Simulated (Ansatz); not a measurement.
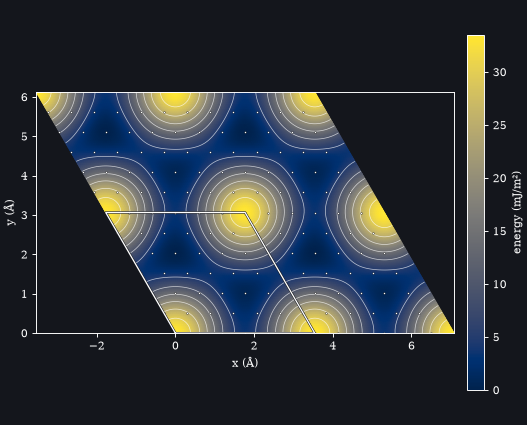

A bilayer of two PtS₂ sheets (1T type) (6 atoms in the cell). The upper layer of a bilayer is slid over the lower one; relaxed at each slide: nothing; the origin of the map has S4 above S3; the distance between the facing planes is held at 3.69 Å. Places are given modulo a cell vector. The map is drawn in real space over the plane of the slide. Grid: 6 × 6 points; 10 points were computed and 26 follow by symmetry. Energies are in mJ/m², from the lowest grid point. At a held distance the lowest stacking need not be the one that binds best once the distance relaxes. The calculation used DFT PBE+D3(BJ), scalar-relativistic, plane waves, PAW (Ansatz). Settings: cutoff 420 eV, k-mesh 9×9×1, gaussian smearing 0.05 eV, no spin polarisation.

In the figure: a smooth colour map with a few white contour lines, dots at the grid points, the outline of one cell of the 2 × 2 shown. Between grid points the surface is interpolated.

The lowest grid point is at (2/6, 4/6) of the cell vectors. There is a further well near (4/6, 2/6) of the cell vectors (0.7 mJ/m² above the lowest at that grid point). The highest grid point, (0/6, 0/6) of the cell vectors, lies 33.5 mJ/m² above the lowest. On the interpolated surface the easiest way out of the lowest well to the well at (4/6, 2/6) of the cell vectors passes a barrier of about 3.4 mJ/m². Facing atoms of the upper layer at the lowest point: S above S of a deeper plane, the Pt behind them above Pt; at the highest: S above S, the Pt behind them above S.

The scan is repeated with another setting: the distance between the facing planes is held at 3.84 Å; all else is set up alike.

**What will the new map look like?**

The lowest place stays at (2/6, 4/6) of the cell vectors. The span from the lowest to the highest grid point shrinks from 33.5 to 20.0 mJ/m². The easiest pass out of the lowest well goes from about 3.4 to about 2 mJ/m² on the interpolated surfaces. Higher wells of the new map: (4/6, 2/6) of the cell vectors, 0.1 mJ/m² up (that grid point lay 0.7 mJ/m² up before). Further apart, the short-range repulsion between facing atoms, which depends on the stacking, fades. In the new map: facing atoms of the upper layer at the lowest point: S above S of a deeper plane, the Pt behind them above Pt; at the highest: S above S, the Pt behind them above S.

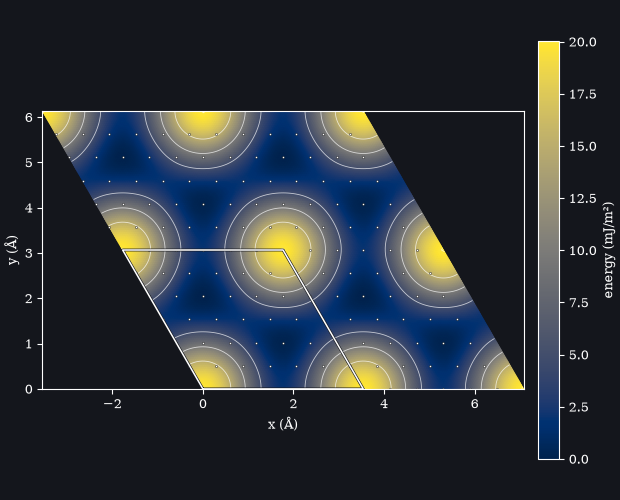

The map after the change, on a colour scale of its own. In the figure: a smooth colour map with a few white contour lines, dots at the grid points, the outline of one cell of the 2 × 2 shown. Between grid points the surface is interpolated.

PAW datasets: the set soft_1.
